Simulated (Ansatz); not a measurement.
# Single-point calculation, with input and output: BaTiO$_{3}$

BaTiO$_{3}$ (Amm2, 10 atoms in the cell), computed with DFT, r2SCAN, plane waves, PAW, no spin polarisation (Ansatz 0.2.0).

The structure derives from an entry of the Crystallography Open Database. Figures and captions count atoms from 1; the log counts them from 0 in places.

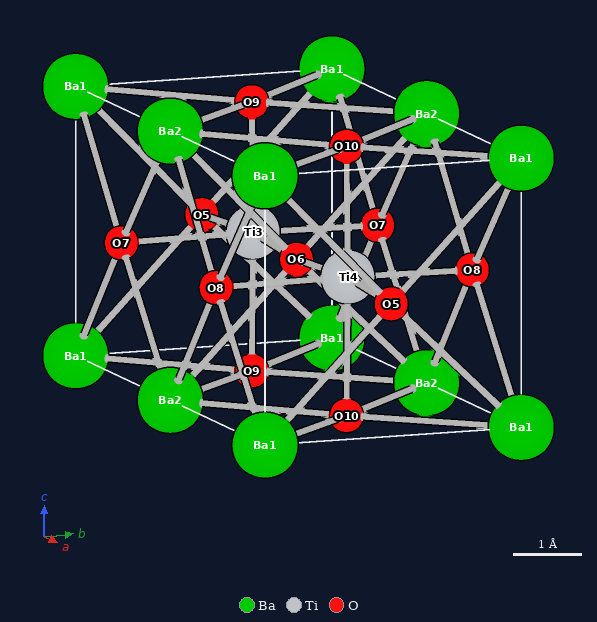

**Figure 1.** The input geometry (ball-and-stick view of the cell of the calculation, seen slightly off an axis; atoms are numbered from 1 in the order of the input).

**Results in brief**

```csv
quantity,value
outcome,converged
space group (tolerance 0.01 Å),Amm2 (38)
electrons treated,80
free energy,−20367.4829 eV
Fermi energy,10.522 eV
pressure,−7.20 GPa
largest force (length of the vector),0.355 eV/Å
hardware,"1 thread of Arm Neoverse V1, 24 GiB of memory available, shared host"
wall time,47 s
peak memory,0.84 GiB
```

Settings chosen away from the usual ones: basis.ecutwfc set to 51.4 Ry (from 500). The cell is under a tension of 7.2 GPa at this level, so it is not at its equilibrium volume.

**Input file**
```yaml
crystal:
  lattice:
    - [-8.06670129, 0.0, 0.0]
    - [0.0, -2.87212104, 2.88097921]
    - [0.0, 2.87212104, 2.88097921]
  atoms:
    - { symbol: Ba, position: [0.0, 0.0, 0.0] }
    - { symbol: Ba, position: [0.5, 0.0, 0.0] }
    - { symbol: Ti, position: [0.25, 0.5079, 0.5079] }
    - { symbol: Ti, position: [0.75, 0.5079, 0.5079] }
    - { symbol: O, position: [0.0, 0.4921, 0.4921] }
    - { symbol: O, position: [0.5, 0.4921, 0.4921] }
    - { symbol: O, position: [0.25, 0.99371, 0.50251] }
    - { symbol: O, position: [0.75, 0.99371, 0.50251] }
    - { symbol: O, position: [0.25, 0.50251, 0.99371] }
    - { symbol: O, position: [0.75, 0.50251, 0.99371] }
  symmetry: { tolerance: 0.0003 }
kpoints:
  mp_grid: { grid: [3, 5, 5], shift: [0, 0, 0] }
magnetization:
  spin_polarized: false
scf:
  occupations: { method: fermi_dirac }
hamiltonian:
  pseudopotentials: { kind: paw }
  xc: r2scan
basis:
  ecutwfc: "51.4 Ry"
output:
  forces: true
  stress: true
  eigenvalues: true
```

Launch command:
```bash
ansatz run input.yaml --threads 1 --pin off --max-ram 2560MiB --backend cpu --events-out ev --progress --plain --runs-dir out
```

**The program's output**
```
Engine: ansatz 0.2.0, aarch64-unknown-linux-gnu
Pseudopotentials: kind: paw
Pseudopotential: Ba, paw, valence charge 10, recommended cutoff 500 eV (meta_gga), Ba.paw.azcp
Pseudopotential: Ti, paw, valence charge 12, recommended cutoff 500 eV (meta_gga), Ti.paw.azcp
Pseudopotential: O, paw, valence charge 6, recommended cutoff 500 eV (meta_gga), O.paw.azcp
Functional definition: r2SCAN
  parameter k0 = 0.174
  parameter k1 = 0.065
  parameter a1 = 4.9479
  exchange = r2scan_x(k0 = k0, k1 = k1, a1 = a1)
  correlation = r2scan_c
Crystal: 10 atoms, lattice volume = 133.496 Å³
Basis set: ecut = 699.3326265218916 eV, 5603 PW (Γ), exchange–correlation on 288×144×144 points (64 copies of the dense FFT grid, shifted against one another)
Bands: 50, of which v1, the nominal top of the filled ones, is band 40 counted from 1 (39 counted from 0)
Symmetry: 8 space group operations
Space group: Amm2 (ITA 38), of the structure as read, at distance tolerance 1.5e-3 Å
k-points: 18 of 75 (time reversal used)
Non-local potential: Ba, projectors of the file, l = 0: 3, l = 1: 2, l = 2: 2, l = 3: 2
Non-local potential: Ti, projectors of the file, l = 0: 3, l = 1: 2, l = 2: 3, l = 3: 1
Non-local potential: O, projectors of the file, l = 0: 2, l = 1: 2, l = 2: 1
PAW form: soft (Blöchl's): semilocal exchange-correlation on the pseudo side does not see the compensation charge
PAW frozen core: Ba, regenerated for the run's functional (the file was generated under x = pbe(κ = 0.804, μ = 0.2195149727645171), c = pbe(β = 0.06672455060314922))
PAW frozen core: Ti, regenerated for the run's functional (the file was generated under x = pbe(κ = 0.804, μ = 0.2195149727645171), c = pbe(β = 0.06672455060314922))
PAW frozen core: O, regenerated for the run's functional (the file was generated under x = pbe(κ = 0.804, μ = 0.2195149727645171), c = pbe(β = 0.06672455060314922))
PAW one-centre angular grid: Ba, 302 points (default); XC on 160 Gauss nodes
PAW one-centre angular grid: Ti, 590 points (default); XC on 160 Gauss nodes
PAW one-centre angular grid: O, 302 points (default); XC on 160 Gauss nodes
Initial density: superposition of atomic densities (neutral atoms: chi_scale 0, normalization atom), corrected by the library's trained network
Initial wavefunctions: pseudopotential atomic-orbital guess
Functional: x = r2scan, c = r2scan; τ floored in thin density (d = 2e-4 eV/Å³)
SCF iter   1: F=—  HF=-20367.328265 eV  |F-HF|=—  |Δ(HF+E_count)|=         —  Δρ=2.21e-2  dr2=8.36e-1  dr2_τ=4.39e-1  ethr=1.77e-3  ⟨swp⟩=6.7  Hψ=3858  notcnv=0
preconditioner: auto → Resta (q_TF=auto, 2.505 Å⁻¹)  ε∞=5.1  [insulator: Δε(μ)=2.706 eV  Ē_g=12.662 eV  σ=0.100 eV  W_gap=1.00  n_scr=38 (ndim 8)  ℏωp=25.7 eV  f_vac=0.000  D(μ)=0.00/eV (n_scr^D=0)  ε∞_Penn≈5.1]
SCF iter   2: F=—  HF=-20367.502617 eV  |F-HF|=—  |Δ(HF+E_count)|=   1.74e-1  Δρ=1.23e-2  dr2=1.32e-1  dr2_τ=4.77e-2  ethr=1.04e-3  ⟨swp⟩=3.2  Hψ=1700  notcnv=0  defer=30
SCF iter   3: F=—  HF=-20367.484929 eV  |F-HF|=—  |Δ(HF+E_count)|=   1.77e-2  Δρ=3.78e-3  dr2=1.29e-2  dr2_τ=8.03e-4  ethr=1.66e-4  ⟨swp⟩=2.0  Hψ=1344  notcnv=0  defer=30
SCF iter   4: F=—  HF=-20367.483115 eV  |F-HF|=—  |Δ(HF+E_count)|=   1.81e-3  Δρ=1.56e-3  dr2=2.39e-3  dr2_τ=3.76e-4  ethr=1.61e-5  ⟨swp⟩=2.0  Hψ=1382  notcnv=0  defer=30
SCF iter   5: F=—  HF=-20367.482796 eV  |F-HF|=—  |Δ(HF+E_count)|=   3.19e-4  Δρ=3.19e-4  dr2=1.07e-4  dr2_τ=8.29e-6  ethr=2.99e-6  ⟨swp⟩=2.4  Hψ=1282  notcnv=0  defer=30
SCF iter   6: F=—  HF=-20367.482800 eV  |F-HF|=—  |Δ(HF+E_count)|=   4.63e-6  Δρ=7.51e-5  dr2=8.95e-6  dr2_τ=5.68e-7  ethr=1.34e-7  ⟨swp⟩=2.6  Hψ=1505  notcnv=0  defer=30
SCF iter   7: F=—  HF=-20367.482905 eV  |F-HF|=—  |Δ(HF+E_count)|=   1.04e-4  Δρ=3.15e-5  dr2=1.10e-6  dr2_τ=1.43e-7  ethr=1.12e-8  ⟨swp⟩=2.0  Hψ=1305  notcnv=0  defer=30
SCF iter   8: F=—  HF=-20367.482905 eV  |F-HF|=—  |Δ(HF+E_count)|=   1.57e-7  Δρ=9.59e-6  dr2=1.37e-7  dr2_τ=1.28e-8  ethr=1.37e-9  ⟨swp⟩=2.0  Hψ=1378  notcnv=0  defer=30
SCF iter   9: F=-20367.482905 eV  HF=-20367.482905 eV  |F-HF|=1.10e-9  |Δ(HF+E_count)|=   1.43e-8  Δρ=1.45e-6  dr2=2.56e-9  dr2_τ=1.39e-10  ethr=1.25e-10  ⟨swp⟩=8.7  Hψ=3295  notcnv=0
SCF 1 converged in 9 iterations: F = -20367.482905 eV  dr2 = 2.56e-9
  greatest PAW one-centre occupation: 0.999 electrons in one spin orbital (limit 2), on the Ti atom at site 3 (counted from 0), in its partial waves of l = 0
SCF converged after 9 iterations
Free energy (F): -20367.482905 eV
Harris-Foulkes:  -20367.482905 eV  (|F-HF|=1.10e-9)
Internal energy: -20367.482886 eV  (E = F + TS)
E sigma→0 (E₀):  -20367.482895 eV
Entropy (-TS):   -0.000019 eV (-0.002 meV/atom)
Fermi energy:    10.522163 eV
--- Per-component energies (eV) ---
  E_band       = -394.123749
  E_kinetic    = 1938.386541
  E_local      = -4285.347152  (includes V_loc(G=0)·N_el)
  E_nonlocal   = 397.579696
  E_hartree    = 1663.248296
  E_xc         = -948.309708
  E_vxc        = -1205.397340  (∫ρ·V_xc dr)
  E_paw        = -13568.253794  (= ΣΔE_a)
  E_vpaw       = -639.507620  (= ΣTr[D̂ρ^β])
  E_aug_tail   = 0.001419  (compensation charges beyond the density's cutoff)
  E_vtau       = 73.664656  (kinetic-family band-sum trace: ∫τ·v_τ [+ j·A + Jᵃ·Aᵃ] dr)
  E_ewald      = -5564.230456
  E_core_change = -0.557728  (= ΣΔE_core)
  E_smearing   = -0.000019  (= −TS)
  E_closure    = 0.000000  (closes the sum)
  Σ components = -20367.482905   (vs F -20367.482905, Δ=0.00e0)
--- Forces (eV/Å), atoms counted from 1 ---
  atom   1  Ba     0.00000000    -0.00000000     0.08967998
  atom   2  Ba     0.00000000    -0.00000000     0.08967998
  atom   3  Ti     0.00000000    -0.00000000     0.35525698
  atom   4  Ti     0.00000000    -0.00000000     0.35525698
  atom   5  O      0.00000000    -0.00000000     0.13147201
  atom   6  O      0.00000000    -0.00000000     0.13147201
  atom   7  O      0.00000000     0.12726994    -0.28820584
  atom   8  O      0.00000000     0.12726994    -0.28820584
  atom   9  O      0.00000000    -0.12726994    -0.28820584
  atom  10  O      0.00000000    -0.12726994    -0.28820584
  max |Σ_I F_I| component: 5.41e-6 eV/Å
--- Stress (GPa, compression-positive) ---
       -6.610628       0.000000      -0.000000
        0.000000      -7.145754       0.000000
       -0.000000       0.000000      -7.832710
  P = ⅓ Tr σ = -7.1964 GPa (-71.964 kbar)
--- Band table (eV; the first three rows and the last of 18) ---
  k-point 0: bands = ["-49.5782", "-49.5774", "-24.7441", "-24.7020", "-24.7004", "-24.7003", "-24.6986", "-24.6951", "-15.9774", "-15.8668", "-8.4455", "-8.3006", "-7.6693", "-7.6532", "-7.6251", "-7.4139", "-0.7562", "-0.7493", "-0.7300", "-0.5970", "-0.5887", "-0.4285", "5.4361", "6.7456", "6.7479", "7.0901", "7.0980", "7.1039", "7.5168", "7.5992", "7.6947", "7.7187", "8.3047", "8.3460", "8.3574", "8.6706", "8.7094", "9.2020", "9.2285", "9.2567", "11.5462", "11.5687", "11.6352", "11.6731", "13.1230", "13.1534", "13.4403", "13.4474", "13.4952", "15.0425"]
  k-point 1: bands = ["-49.5780", "-49.5772", "-24.7432", "-24.7166", "-24.7145", "-24.7006", "-24.6988", "-24.6945", "-15.9420", "-15.8440", "-8.3245", "-8.2904", "-7.6585", "-7.6097", "-7.6013", "-7.4755", "-0.7035", "-0.6800", "-0.6786", "-0.6354", "-0.5739", "-0.5342", "5.3866", "6.4261", "6.4757", "6.5315", "6.7904", "7.0039", "7.0207", "7.3733", "7.9596", "7.9766", "8.0315", "8.1405", "8.2286", "8.4208", "8.4936", "8.7598", "8.9953", "9.0363", "11.6220", "12.1517", "12.1781", "12.2116", "13.1419", "13.2209", "13.4830", "13.9596", "14.3374", "15.6720"]
  k-point 2: bands = ["-49.5776", "-49.5768", "-24.7418", "-24.7412", "-24.7386", "-24.6997", "-24.6980", "-24.6936", "-15.8833", "-15.8065", "-8.4429", "-8.0038", "-7.6429", "-7.5875", "-7.5770", "-7.4394", "-0.7963", "-0.7918", "-0.6202", "-0.5957", "-0.4485", "-0.4366", "5.2478", "5.6508", "5.6881", "5.7308", "6.7771", "6.8058", "6.8938", "6.9809", "7.5910", "7.7053", "7.7213", "7.7702", "7.8489", "8.4852", "8.5155", "8.7297", "8.7665", "9.3303", "11.6809", "12.9592", "12.9736", "12.9823", "13.1548", "13.4834", "13.4848", "14.2350", "15.3005", "16.7676"]
  k-point 17: bands = ["-49.5768", "-49.5764", "-24.7394", "-24.7383", "-24.7377", "-24.7367", "-24.7282", "-24.7043", "-15.8030", "-15.7712", "-7.9571", "-7.7031", "-7.5827", "-7.5351", "-7.5251", "-7.4926", "-1.2098", "-1.1635", "-0.9610", "-0.9210", "-0.8993", "-0.6015", "5.3261", "5.3842", "5.8056", "5.8145", "5.9609", "6.1115", "6.6471", "6.7686", "7.0457", "7.0673", "7.0692", "7.3187", "8.5732", "8.7025", "9.0560", "9.0942", "9.2461", "9.2685", "13.1144", "13.1393", "13.4284", "13.4527", "13.4686", "13.5337", "15.0957", "16.3497", "16.6989", "16.7589"]
```

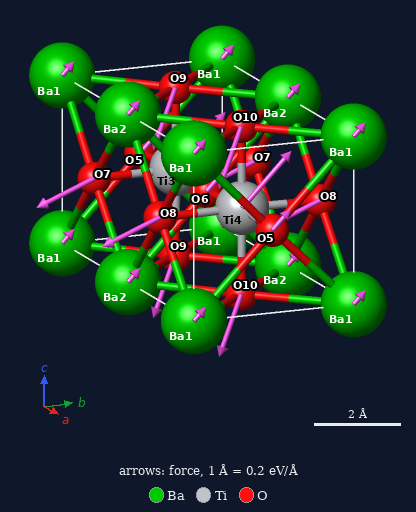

**Figure 2.** Forces on the atoms as pink arrows (ball-and-stick view of the cell of the calculation, seen slightly off an axis; atoms are numbered from 1 in the order of the input). The largest act on Ti3, Ti4 (0.36 eV/Å); O7, O8, O9, O10 (0.32 eV/Å); O5, O6 (0.13 eV/Å). The geometry is not a stationary point of this energy.
